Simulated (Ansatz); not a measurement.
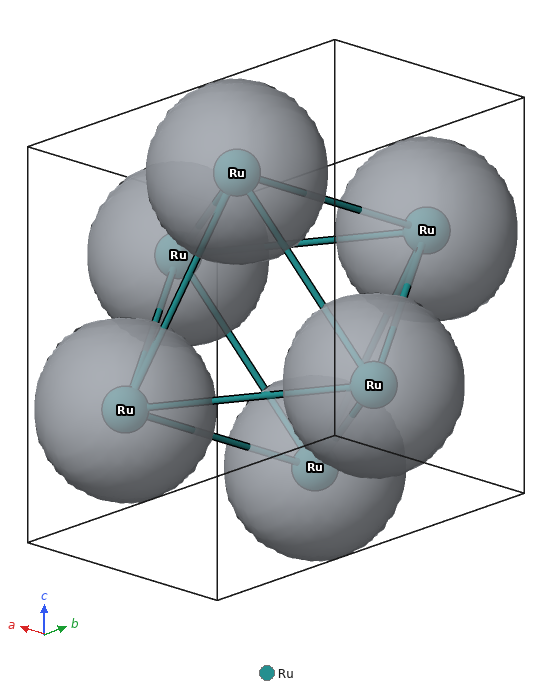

*Ru. Isosurface of the valence pseudo-density at 1 e/Å³ (grey), seen at an oblique angle. Sticks mark near contacts.*

Space group Cmcm; changed on purpose from its base cell (mode 5 frozen in at -0.070 Å, equal normal strain along x and y -0.0200); not relaxed (largest force 1.2 eV/Å); computed pressure about 17 GPa in this cell; computed without spin polarisation; PAW files of the earlier set (soft_1).

Method: Ansatz, DFT LDA, scalar-relativistic, plane waves, PAW.

Core electrons are frozen (PAW), and the valence fields are smoothed inside the atomic spheres.

How is the density connected at this value?

At this value the density breaks into separate islands; it holds about 75 % of the electrons treated as valence (semicore included). It bridges none of the near contacts. It is pinched off along the shortest Ru–Ru (2.56 Å), Ru–Ru (2.62 Å) and Ru–Ru (2.68 Å) contacts. On the grid the lowest density along these lines, outside the cores, is 0.5 e/Å³ (Ru–Ru, 2.56 Å), 0.44 e/Å³ (Ru–Ru, 2.62 Å) and 0.41 e/Å³ (Ru–Ru, 2.68 Å).

Does the calculation give a band gap?

It is gapless in this calculation (a metal or semimetal).
